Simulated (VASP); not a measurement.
**Run report: BN, geometry relaxation (part 1 of 3)**

The run: geometry relaxation of BN (4 atoms in the cell). Method and program: Kohn-Sham DFT of a periodic cell, PBE with D3(BJ), VASP PAW PBE potentials, recommended, no spin polarisation (VASP 6.6.1).

The structure derives from an entry of the Crystallography Open Database.

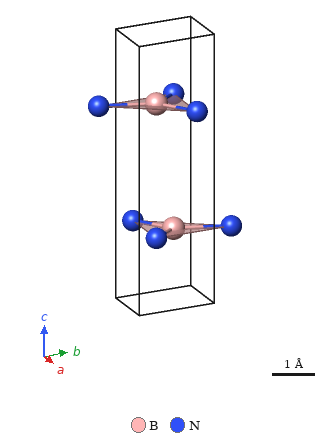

**Figure 1.** The input geometry (polyhedral view of the cell of the calculation, seen slightly off an axis; polyhedra are completed across the faces of the cell). An atom can appear more than once, as a periodic image.

INCAR
```
SYSTEM = BN
ALGO = Normal
EDIFF = 1E-7
EDIFFG = -0.002
ENCUT = 520
GGA = PE
IBRION = 2
ISIF = 3
ISMEAR = 0
IVDW = 12
LASPH = .True.
LCHARG = .False.
LREAL = .False.
LWAVE = .False.
NELM = 100
NSW = 80
PREC = Accurate
SIGMA = 0.02
```

KPOINTS
```
k-points
0
Gamma
  6 6 2
  0 0 0
```

POSCAR
```
BN
1.0
    2.4982400000      0.0000000000      0.0000000000
   -1.2491200000      2.1635393000      0.0000000000
    0.0000000000      0.0000000000      6.6357000000
B N
2 2
Direct
    0.3333333300      0.6666666700      0.2500000000
    0.6666666700      0.3333333300      0.7500000000
    0.3333333300      0.6666666700      0.7500000000
    0.6666666700      0.3333333300      0.2500000000
```

Machine: 1 thread of Intel Xeon @ 2.50GHz (Skylake/Cascade Lake), 128 GiB of memory available, shared host.

Run as:
```bash
cat potpaw_PBE.64/B/POTCAR potpaw_PBE.64/N/POTCAR > POTCAR
mpirun -np 1 vasp_std > vasp.out
```

OSZICAR
```
N       E                     dE             d eps       ncg     rms          rms(c)
DAV:   1     0.563995679177E+02    0.56400E+02   -0.84677E+03   336   0.125E+03
DAV:   2    -0.349793293135E+02   -0.91379E+02   -0.84105E+02   496   0.262E+02
DAV:   3    -0.387138895676E+02   -0.37346E+01   -0.37183E+01   424   0.572E+01
DAV:   4    -0.387517880677E+02   -0.37899E-01   -0.37872E-01   412   0.603E+00
DAV:   5    -0.387523970610E+02   -0.60899E-03   -0.60888E-03   436   0.755E-01    0.113E+01
DAV:   6    -0.355192083659E+02    0.32332E+01   -0.80747E+00   384   0.234E+01    0.512E+00
DAV:   7    -0.352257469520E+02    0.29346E+00   -0.50498E-01   404   0.625E+00    0.316E+00
DAV:   8    -0.351474058412E+02    0.78341E-01   -0.28619E-01   408   0.415E+00    0.394E-01
DAV:   9    -0.351444943735E+02    0.29115E-02   -0.11293E-02   388   0.969E-01    0.186E-01
DAV:  10    -0.351454329228E+02   -0.93855E-03   -0.12630E-03   412   0.313E-01    0.383E-02
DAV:  11    -0.351455292720E+02   -0.96349E-04   -0.19398E-04   404   0.125E-01    0.269E-02
DAV:  12    -0.351455282181E+02    0.10540E-05   -0.44202E-05   392   0.593E-02    0.453E-03
DAV:  13    -0.351455284711E+02   -0.25306E-06   -0.17230E-06   420   0.119E-02    0.947E-04
DAV:  14    -0.351455285727E+02   -0.10157E-06   -0.15963E-07   356   0.337E-03    0.439E-04
DAV:  15    -0.351455285710E+02    0.17005E-08   -0.54747E-09   256   0.672E-04
   1 F= -.35713208E+02 E0= -.35713208E+02  d E =-.357132E+02
       N       E                     dE             d eps       ncg     rms          rms(c)
DAV:   1    -0.351616853322E+02   -0.16157E-01   -0.59159E-01   376   0.802E+00    0.787E-01
DAV:   2    -0.351508136574E+02    0.10872E-01   -0.20075E-02   388   0.140E+00    0.334E-01
DAV:   3    -0.351492512870E+02    0.15624E-02   -0.40631E-03   408   0.511E-01    0.112E-01
DAV:   4    -0.351489324964E+02    0.31879E-03   -0.64137E-04   400   0.221E-01    0.504E-02
DAV:   5    -0.351488802792E+02    0.52217E-04   -0.13458E-04   416   0.102E-01    0.201E-02
DAV:   6    -0.351488790488E+02    0.12304E-05   -0.94366E-06   368   0.312E-02    0.364E-03
DAV:   7    -0.351488791293E+02   -0.80493E-07   -0.47810E-07   416   0.612E-03
   2 F= -.35705634E+02 E0= -.35705634E+02  d E =0.757357E-02
       N       E                     dE             d eps       ncg     rms          rms(c)
DAV:   1    -0.351575923053E+02   -0.87133E-02   -0.25693E-01   376   0.533E+00    0.518E-01
DAV:   2    -0.351529601853E+02    0.46321E-02   -0.85134E-03   380   0.914E-01    0.221E-01
DAV:   3    -0.351522807911E+02    0.67939E-03   -0.17676E-03   408   0.338E-01    0.740E-02
DAV:   4    -0.351521487512E+02    0.13204E-03   -0.26639E-04   396   0.144E-01    0.329E-02
DAV:   5    -0.351521304082E+02    0.18343E-04   -0.54877E-05   416   0.654E-02    0.134E-02
DAV:   6    -0.351521305522E+02   -0.14394E-06   -0.40089E-06   368   0.203E-02    0.202E-03
DAV:   7    -0.351521305717E+02   -0.19529E-07   -0.16905E-07   356   0.382E-03
   3 F= -.35716042E+02 E0= -.35716042E+02  d E =-.283444E-02
       N       E                     dE             d eps       ncg     rms          rms(c)
DAV:   1    -0.351520554194E+02    0.75133E-04   -0.28029E-05   384   0.556E-02    0.554E-03
DAV:   2    -0.351520550328E+02    0.38658E-06   -0.94590E-07   396   0.965E-03    0.240E-03
DAV:   3    -0.351520550181E+02    0.14668E-07   -0.18167E-07   252   0.358E-03
   4 F= -.35716042E+02 E0= -.35716042E+02  d E =-.283394E-02
       N       E                     dE             d eps       ncg     rms          rms(c)
DAV:   1    -0.351518278148E+02    0.22722E-03   -0.84093E-04   336   0.257E-01    0.245E-02
DAV:   2    -0.351518076168E+02    0.20198E-04   -0.31335E-05   372   0.516E-02    0.102E-02
DAV:   3    -0.351518030757E+02    0.45411E-05   -0.92131E-06   396   0.239E-02    0.377E-03
DAV:   4    -0.351518025407E+02    0.53496E-06   -0.11983E-06   408   0.983E-03    0.131E-03
DAV:   5    -0.351518025149E+02    0.25871E-07   -0.20813E-07   280   0.412E-03
   5 F= -.35716057E+02 E0= -.35716057E+02  d E =-.151223E-04
       N       E                     dE             d eps       ncg     rms          rms(c)
DAV:   1    -0.351512661434E+02    0.53640E-03   -0.75438E-03   336   0.771E-01    0.734E-02
DAV:   2    -0.351510837906E+02    0.18235E-03   -0.28047E-04   372   0.154E-01    0.308E-02
DAV:   3    -0.351510426453E+02    0.41145E-04   -0.83317E-05   392   0.718E-02    0.113E-02
DAV:   4    -0.351510378091E+02    0.48362E-05   -0.10837E-05   404   0.295E-02    0.386E-03
DAV:   5    -0.351510374939E+02    0.31523E-06   -0.20098E-06   400   0.122E-02    0.218E-03
DAV:   6    -0.351510375497E+02   -0.55821E-07   -0.16919E-07   268   0.435E-03
   6 F= -.35716096E+02 E0= -.35716096E+02  d E =-.542077E-04
       N       E                     dE             d eps       ncg     rms          rms(c)
DAV:   1    -0.351503926825E+02    0.64481E-03   -0.30309E-02   336   0.155E+00    0.148E-01
DAV:   2    -0.351496588527E+02    0.73383E-03   -0.11323E-03   372   0.310E-01    0.618E-02
DAV:   3    -0.351494944952E+02    0.16436E-03   -0.33359E-04   392   0.144E-01    0.227E-02
DAV:   4    -0.351494750506E+02    0.19445E-04   -0.43509E-05   408   0.592E-02    0.773E-03
DAV:   5    -0.351494736961E+02    0.13545E-05   -0.80306E-06   396   0.245E-02    0.437E-03
DAV:   6    -0.351494738197E+02   -0.12357E-06   -0.72895E-07   380   0.869E-03    0.572E-04
DAV:   7    -0.351494738442E+02   -0.24528E-07   -0.28193E-08   204   0.167E-03
   7 F= -.35716146E+02 E0= -.35716146E+02  d E =-.103869E-03
       N       E                     dE             d eps       ncg     rms          rms(c)
DAV:   1    -0.351498942429E+02   -0.42042E-03   -0.12196E-01   336   0.310E+00    0.296E-01
DAV:   2    -0.351469500959E+02    0.29441E-02   -0.45596E-03   372   0.623E-01    0.124E-01
DAV:   3    -0.351462919083E+02    0.65819E-03   -0.13352E-03   392   0.288E-01    0.454E-02
DAV:   4    -0.351462138754E+02    0.78033E-04   -0.17377E-04   408   0.118E-01    0.155E-02
DAV:   5    -0.351462083389E+02    0.55365E-05   -0.31718E-05   396   0.488E-02    0.875E-03
DAV:   6    -0.351462085977E+02   -0.25881E-06   -0.28631E-06   380   0.172E-02    0.116E-03
DAV:   7    -0.351462086740E+02   -0.76362E-07   -0.11825E-07   300   0.333E-03
   8 F= -.35716129E+02 E0= -.35716129E+02  d E =-.873279E-04
       N       E                     dE             d eps       ncg     rms          rms(c)
DAV:   1    -0.351495504506E+02   -0.33419E-02   -0.44476E-02   336   0.187E+00    0.178E-01
DAV:   2    -0.351484737580E+02    0.10767E-02   -0.16478E-03   372   0.376E-01    0.749E-02
DAV:   3    -0.351482321512E+02    0.24161E-03   -0.49293E-04   392   0.175E-01    0.274E-02
DAV:   4    -0.351482038061E+02    0.28345E-04   -0.63970E-05   408   0.719E-02    0.938E-03
DAV:   5    -0.351482014997E+02    0.23063E-05   -0.11974E-05   400   0.299E-02    0.528E-03
DAV:   6    -0.351482014106E+02    0.89162E-07   -0.10760E-06   376   0.106E-02    0.681E-04
DAV:   7    -0.351482014178E+02   -0.72012E-08   -0.40478E-08   216   0.200E-03
   9 F= -.35716158E+02 E0= -.35716158E+02  d E =-.116117E-03
       N       E                     dE             d eps       ncg     rms          rms(c)
DAV:   1    -0.351485993218E+02   -0.39791E-03   -0.54922E-04   368   0.252E-01    0.281E-02
DAV:   2    -0.351485851653E+02    0.14157E-04   -0.29536E-05   388   0.527E-02    0.103E-02
DAV:   3    -0.351485839174E+02    0.12479E-05   -0.42019E-06   408   0.168E-02    0.360E-03
DAV:   4    -0.351485835189E+02    0.39850E-06   -0.44726E-07   372   0.610E-03    0.174E-03
DAV:   5    -0.351485833406E+02    0.17824E-06   -0.91689E-08   176   0.282E-03    0.556E-04
DAV:   6    -0.351485833223E+02    0.18369E-07   -0.81816E-09   168   0.117E-03
  10 F= -.35716138E+02 E0= -.35716138E+02  d E =0.203057E-04
       N       E                     dE             d eps       ncg     rms          rms(c)
DAV:   1    -0.351482506031E+02    0.33274E-03   -0.44828E-04   368   0.228E-01    0.253E-02
DAV:   2    -0.351482401969E+02    0.10406E-04   -0.23784E-05   388   0.473E-02    0.930E-03
DAV:   3    -0.351482396361E+02    0.56074E-06   -0.34225E-06   400   0.151E-02    0.326E-03
DAV:   4    -0.351482395764E+02    0.59779E-07   -0.36684E-07   368   0.552E-03
  11 F= -.35716158E+02 E0= -.35716158E+02  d E =-.848195E-07
```

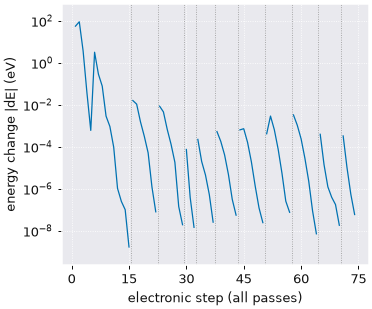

**Figure 2.** Convergence of the self-consistent field: energy change |dE| against the electronic step. Each stretch between dotted lines is the SCF of one geometry step of a relaxation. The 11 ionic steps take 3 to 15 electronic steps each. The density is held fixed in the first few steps, and dE rises again when its update begins.

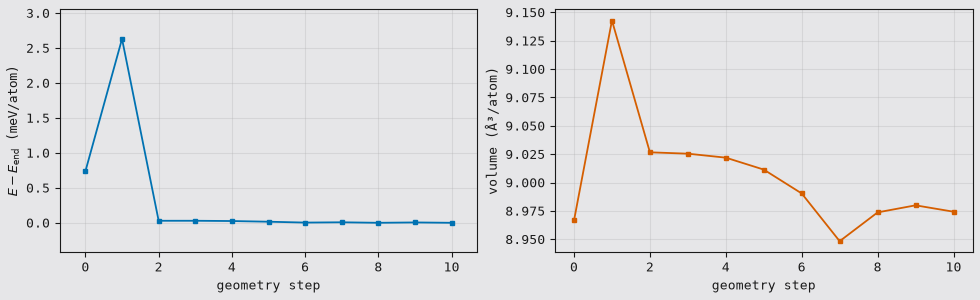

**Figure 3.** Progress of the relaxation, step by step (steps are counted from 0).

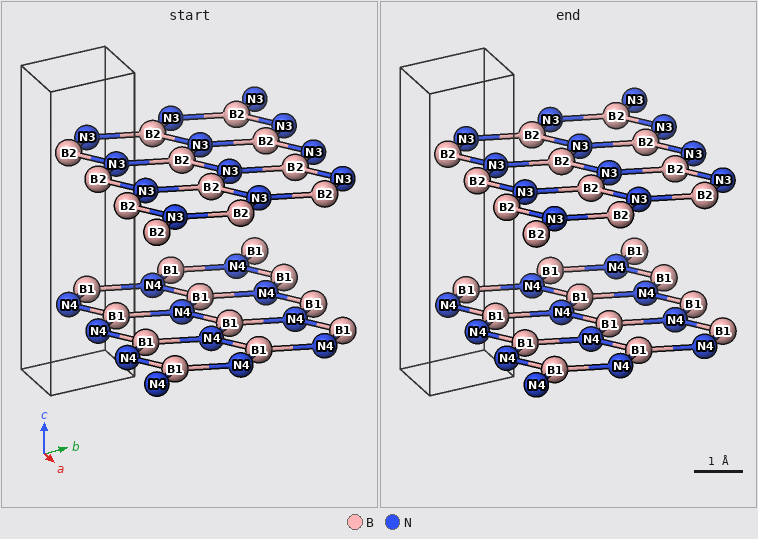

**Figure 4.** Before (left) and after (right) the relaxation, at one scale (ball-and-stick view of the cell of the calculation, repeated 4 × 3 × 1, seen slightly off an axis). After 10 geometry steps the energy has fallen by 0.7 meV per atom. All forces vanish by symmetry, so only the cell relaxes. The atoms keep their places relative to the cell (all moves are under 0.005 Å). Cell: a = b 2.498 → 2.507 Å (+0.3 %), c 6.636 → 6.596 Å (−0.6 %). Volume +0.1 %. Among the contacts that change: B1–N4 1.442 → 1.447 Å. The space group stays P6_3/mmc (No. 194). (Atoms are counted from 1 in the order of the input.)

Parts of OUTCAR
```
SYSTEM = BN
   EDIFF = 1E-7
   EDIFFG = -0.002
   ENCUT = 520
   GGA = PE
   IBRION = 2
   ISIF = 3
   ISMEAR = 0
   IVDW = 12
   LASPH = .True.
   LREAL = .False.
   NELM = 100
   NSW = 80
   PREC = Accurate
 IVDW          = 12
 VDW_S6        =  1.00000000  s6, scaling of the dipole-dipole dispersion
 VDW_S8        =  0.78750002  s8, scaling of the dipole-quadrupole dispersion
 VDW_A1        =  0.42890000  a1, scaling of the critical radii
 VDW_A2        =  4.44070005  a2, offset of the critical radii
 VDW_RADIUS    = 50.20216178  two-body interaction cutoff (in Angstroms)
 VDW_CNRADIUS  = 21.16708996  CN, coordination number cutoff (in Angstroms)

 ion  position               nearest neighbor table
   1  0.333  0.667  0.250-   4 1.44   4 1.44   4 1.44
   2  0.667  0.333  0.750-   3 1.44   3 1.44   3 1.44
   3  0.333  0.667  0.750-   2 1.44   2 1.44   2 1.44
   4  0.667  0.333  0.250-   1 1.44   1 1.44   1 1.44

  LATTYP: Found a hexagonal cell.
 ALAT       =     2.4982400000
 C/A-ratio  =     2.6561499296

  Lattice vectors:

 A1 = (   2.4982400000,   0.0000000000,   0.0000000000)
 A2 = (  -1.2491200000,   2.1635393000,   0.0000000000)
 A3 = (   0.0000000000,   0.0000000000,   6.6357000000)

Analysis of symmetry for initial positions (statically):
=====================================================================
 Subroutine PRICEL returns:
 Original cell was already a primitive cell.

 Routine SETGRP: Setting up the symmetry group for a
 hexagonal supercell.

 Subroutine GETGRP returns: Found 24 space group operations
 (whereof 12 operations were pure point group operations)
 out of a pool of 24 trial point group operations.

The static configuration has the point symmetry D_3d.
 The point group associated with its full space group is D_6h.

Analysis of symmetry for dynamics (positions and initial velocities):
=====================================================================
 Subroutine PRICEL returns:
 Original cell was already a primitive cell.

 Routine SETGRP: Setting up the symmetry group for a
 hexagonal supercell.

 Subroutine GETGRP returns: Found 24 space group operations
 (whereof 12 operations were pure point group operations)
 out of a pool of 24 trial point group operations.

The dynamic configuration has the point symmetry D_3d.
 The point group associated with its full space group is D_6h.

 Subroutine INISYM returns: Found 24 space group operations
 (whereof 12 operations are pure point group operations),
 and found     1 'primitive' translations

----------------------------------------------------------------------------------------

                                     Primitive cell

  volume of cell :      35.8662

  direct lattice vectors                    reciprocal lattice vectors
     2.498240000  0.000000000  0.000000000     0.400281798  0.231102805  0.000000000
    -1.249120000  2.163539300  0.000000000     0.000000000  0.462205609  0.000000000
     0.000000000  0.000000000  6.635700000     0.000000000  0.000000000  0.150700002

  length of vectors
     2.498240000  2.498239996  6.635700000     0.462205608  0.462205609  0.150700002

  position of ions in fractional coordinates (direct lattice)
     0.333333330  0.666666670  0.250000000
     0.666666670  0.333333330  0.750000000
     0.333333330  0.666666670  0.750000000
     0.666666670  0.333333330  0.250000000
```
